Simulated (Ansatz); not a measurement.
# AlN: 6 runs along one coordinate

System: AlN (2 atoms in the cell).
Method: Kohn-Sham DFT of a periodic cell, PBE, Ansatz PAW, no spin polarisation (Ansatz 0.2.0).

The 6 runs differ only in the geometry, by an even scaling of the cell at fixed fractional positions. The structure derives from a Materials Project entry.

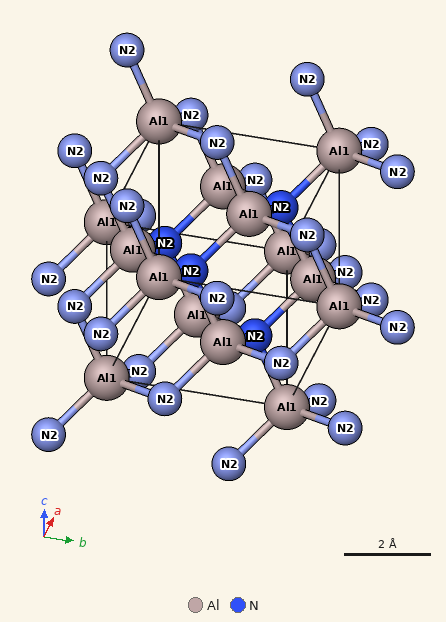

Figure 1. The structure of run 4 (ball-and-stick view of the cell 4 times as large as that of the calculation, set on its symmetry axes, seen at an oblique angle; neighbours outside the cell are drawn fainter; atoms are numbered from 1 in the order of the input).

## Input of run 4
```yaml
crystal:
  lattice:
    - [0.0, 2.1839935596, 2.1839935596]
    - [2.1839935596, 0.0, 2.1839935596]
    - [2.1839935596, 2.1839935596, 0.0]
  atoms:
    - { symbol: Al, position: [0.0, 0.0, 0.0] }
    - { symbol: "N", position: [0.25, 0.25, 0.25] }
hamiltonian:
  xc: pbe
  pseudopotentials: { kind: paw }
kpoints:
  mp_grid: { grid: [10, 10, 10] }
scf:
  occupations: { method: fermi_dirac, width: 0.05 }
output:
  forces: true
  stress: true
  eigenvalues: true
```

Command:
```bash
ansatz run input.yaml --threads 2 --pin off --max-ram 5120MiB --backend cpu --events-out ev --progress --plain --runs-dir out
```

Lattice vectors (Å) and fractional positions of run 4:
```
   0.000000    2.183994    2.183994
   2.183994    0.000000    2.183994
   2.183994    2.183994    0.000000
Al  0.000000  0.000000  0.000000
N   0.250000  0.250000  0.250000
```

Run 3 differs from it as follows:
```diff
-    - [0.0, 2.1839935596, 2.1839935596]
-    - [2.1839935596, 0.0, 2.1839935596]
-    - [2.1839935596, 2.1839935596, 0.0]
+    - [0.0, 2.169335443, 2.169335443]
+    - [2.169335443, 0.0, 2.169335443]
+    - [2.169335443, 2.169335443, 0.0]
```

## Results, with one run withheld

| run | volume per atom (Å³) | free energy per atom, from the lowest run given (meV) | pressure (GPa) | gap on the mesh (eV) |
| --- | --- | --- | --- | --- |
| 1 | 9.792 | 49.93 | 19.57 | 3.36 |
| 2 | 10.001 | 28.07 | 14.19 | 3.35 |
| 3 | 10.209 | ? | ? | ? |
| 4 | 10.417 | 3.67 | 4.86 | 3.33 |
| 5 | 10.626 | 0.00 | 0.83 | 3.31 |
| 6 | 11.042 | 7.25 | −6.16 | 3.29 |

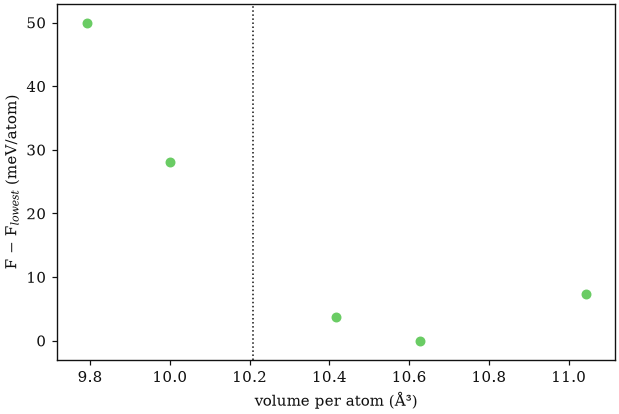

Figure 2. Free energy per atom of the runs given; the dotted line marks run 3.

Estimate the energy of run 3 from the others.

A cubic polynomial in V^(−2/3) (the Birch–Murnaghan form), fitted to the 5 runs given, misses them by at most 0.02 meV per atom. With x = V^(−2/3) − 0.21043 Å⁻², it reads F = 5.6591 + 2802.8 x + 3.3746e+05 x² − 3.5669e+05 x³ (meV per atom). At run 3 it gives 12.87 meV per atom, and the run itself gives 12.81. The slope of the fit gives a pressure −dF/dV of 9.32 GPa there, and the run prints 9.30 GPa. The fit has its minimum at 10.672 Å³ per atom, where V d²F/dV² gives 194 GPa: the bulk modulus at this level, since symmetry fixes the shape and the positions. The gap on the mesh goes, without turning, from 3.36 eV in run 1 to 3.29 eV in run 6; run 3 has 3.34 eV. These are gaps of this functional on this mesh, which can miss the band edges; they aren't the measured gap.

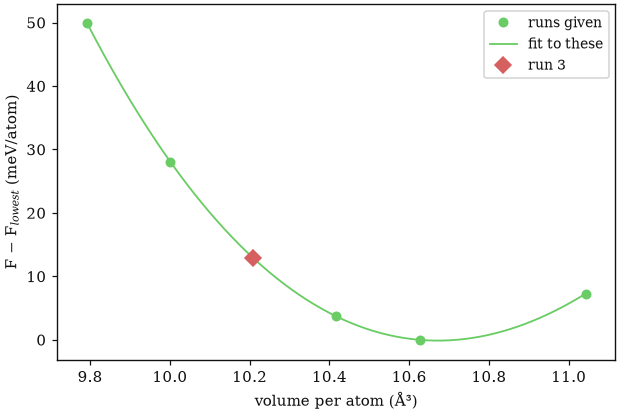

Figure 3. The fit and the withheld run.

## Output, shortened to warnings, some set-up lines, iterations and results (run 3)
```
Basis set: ecut = 420 eV, 411 PW (Γ), exchange–correlation on 48×48×48 points (8 copies of the dense FFT grid, shifted against one another)
Symmetry: 24 space group operations
k-points: 47 of 1000 (time reversal used)
Initial density: superposition of atomic densities (neutral atoms: chi_scale 0, normalization atom), corrected by the library's trained network
[...]
SCF iter   1: F=—  HF=-924.185014 eV  |F-HF|=—  |Δ(HF+E_count)|=         —  Δρ=7.35e-4  dr2=3.07e-5  ethr=1.77e-3  ⟨swp⟩=4.6  Hψ=2724  notcnv=0
SCF iter   2: F=—  HF=-924.185170 eV  |F-HF|=—  |Δ(HF+E_count)|=   1.55e-4  Δρ=3.53e-4  dr2=7.61e-6  ethr=3.84e-7  ⟨swp⟩=2.5  Hψ=940  notcnv=0
SCF iter   3: F=—  HF=-924.185205 eV  |F-HF|=—  |Δ(HF+E_count)|=   3.57e-5  Δρ=1.78e-4  dr2=4.50e-6  ethr=9.52e-8  ⟨swp⟩=2.0  Hψ=564  notcnv=0
SCF iter   4: F=-924.185206 eV  HF=-924.185205 eV  |F-HF|=1.13e-7  |Δ(HF+E_count)|=   2.49e-7  Δρ=2.39e-5  dr2=3.71e-8  ethr=5.62e-8  ⟨swp⟩=2.5  Hψ=544  notcnv=0
SCF iter   5: F=-924.185206 eV  HF=-924.185206 eV  |F-HF|=2.11e-9  |Δ(HF+E_count)|=   1.21e-7  Δρ=4.72e-6  dr2=1.53e-9  ethr=4.64e-10  ⟨swp⟩=2.0  Hψ=538  notcnv=0
SCF iter   6: F=-924.185206 eV  HF=-924.185206 eV  |F-HF|=1.71e-12  |Δ(HF+E_count)|=   2.47e-9  Δρ=2.32e-7  dr2=5.44e-12  ethr=1.91e-11  ⟨swp⟩=1.4  Hψ=1147  notcnv=0
SCF 1 converged in 6 iterations: F = -924.185206 eV  dr2 = 5.44e-12
SCF converged after 6 iterations
Free energy (F): -924.185206 eV
Harris-Foulkes:  -924.185206 eV  (|F-HF|=1.71e-12)
Internal energy: -924.185206 eV  (E = F + TS)
E sigma→0 (E₀):  -924.185206 eV
Fermi energy:    8.900478 eV
--- Per-component energies (eV) ---
  E_band       = 16.799538
  E_kinetic    = 160.416383
  E_local      = -220.937624  (includes V_loc(G=0)·N_el)
  E_nonlocal   = 55.721787
  E_hartree    = 76.680572
  E_xc         = -102.114491
  E_vxc        = -108.317308  (∫ρ·V_xc dr)
  E_paw        = -595.344236  (= ΣΔE_a)
  E_vpaw       = -23.444972  (= ΣTr[D̂ρ^β])
  E_aug_tail   = 0.000097  (compensation charges beyond the density's cutoff)
  E_ewald      = -298.607694
  E_smearing   = -0.000000  (= −TS)
  E_closure    = 0.000000  (closes the sum)
  Σ components = -924.185206   (vs F -924.185206, Δ=0.00e0)
--- Forces (eV/Å), atoms counted from 1 ---
  atom   1  Al     0.00000000    -0.00000000     0.00000000
  atom   2  N     -0.00000000     0.00000000     0.00000000
  max |Σ_I F_I| component: 1.76e-16 eV/Å
--- Stress (GPa, compression-positive) ---
        9.300580       0.000000      -0.000000
        0.000000       9.300580       0.000000
       -0.000000       0.000000       9.300580
  P = ⅓ Tr σ = 9.3006 GPa (93.006 kbar)
```
